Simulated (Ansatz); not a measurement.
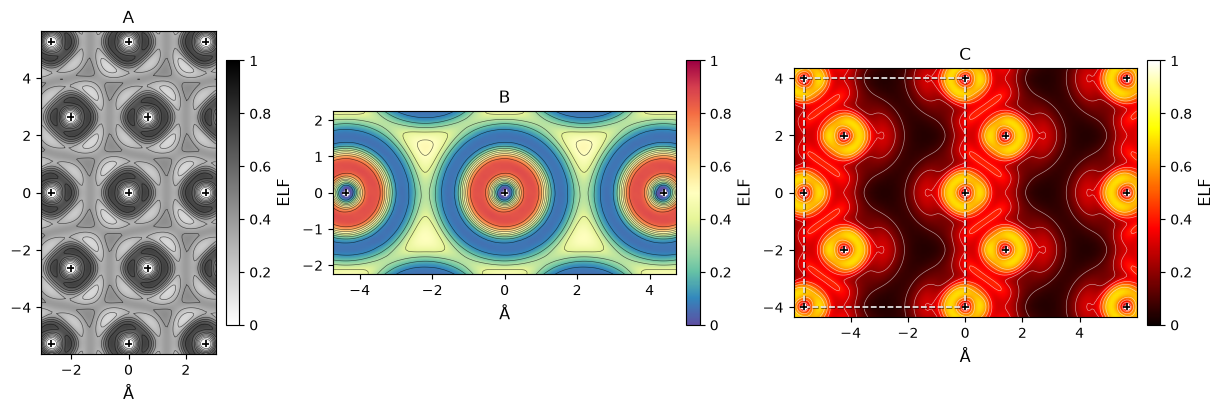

The electron localisation function of 3 systems, each on a plane through atoms (crosses mark nuclei in the plane).

Theory: DFT, PBE, plane waves (420 eV) with PAW, scalar-relativistic in Ansatz.

System 1: Ir, the (101) plane of the conventional cell. Space group Fd-3m; set up as Ir, diamond; a generated structure, not necessarily the stable one; changed on purpose from its base cell (volume × 1.04); computed pressure about −7 GPa in this cell; computed without spin polarisation.

```cif
data_structure
_symmetry_space_group_name_H-M 'P 1'
_symmetry_Int_Tables_number 1
_cell_length_a 5.6435
_cell_length_b 5.6435
_cell_length_c 5.6435
_cell_angle_alpha 90.000
_cell_angle_beta 90.000
_cell_angle_gamma 90.000
_cell_volume 179.74
loop_
_atom_site_label
_atom_site_type_symbol
_atom_site_fract_x
_atom_site_fract_y
_atom_site_fract_z
_atom_site_occupancy
Ir1 Ir 0.75000 0.25000 0.25000 1
Ir2 Ir 0.25000 0.75000 0.25000 1
Ir3 Ir 0.25000 0.25000 0.75000 1
Ir4 Ir 0.75000 0.75000 0.75000 1
Ir5 Ir 0.50000 0.00000 0.00000 1
Ir6 Ir 0.00000 0.50000 0.00000 1
Ir7 Ir 0.00000 0.00000 0.50000 1
Ir8 Ir 0.50000 0.50000 0.50000 1
```

System 2: W, the (011) plane of the conventional cell. Space group Fddd; set up as W, beta-Sn type; a generated structure, not necessarily the stable one; changed on purpose from its base cell (volume × 1.0).

```
CELL_PARAMETERS angstrom
-0.00018 -0.00018 -2.69446
3.81243 -3.81243 0.00000
-6.41614 -6.41614 -0.00066
ATOMIC_POSITIONS crystal
W 0.75000 0.75000 0.75000
W 0.25000 0.25000 0.75000
W 0.75000 0.25000 0.25000
W 0.25000 0.75000 0.25000
W 0.50000 0.50006 0.50000
W 0.00000 0.00006 0.50000
W 0.50000 0.00006 0.00000
W 0.00000 0.50006 0.00000
```

System 3: Sr, the (001) plane of the conventional cell. Space group P6₃/mmc; set up as Sr, hcp; a generated structure, not necessarily the stable one; changed on purpose from its base cell (volume × 1.08).

```
Sr
1.0
     4.38254    0.00000    0.00000
    -2.19127    3.79539    0.00000
     0.00000    0.00000    7.18137
Sr
2
Direct
  0.33333 0.66667 0.25000
  0.66667 0.33333 0.75000
```

Question: Match each panel to its system.

Answer: Panel A is system 2, W: the plane holds W. W–W (2.69 Å): the ELF is about 0.40 at the midpoint. Panel B is system 3, Sr: the plane holds Sr. Sr–Sr (4.38 Å): the ELF is about 0.35 at the midpoint; no localised pair shows between them. Panel C is system 1, Ir: the plane holds Ir. Ir–Ir (2.44 Å): the ELF is about 0.40 at the midpoint.
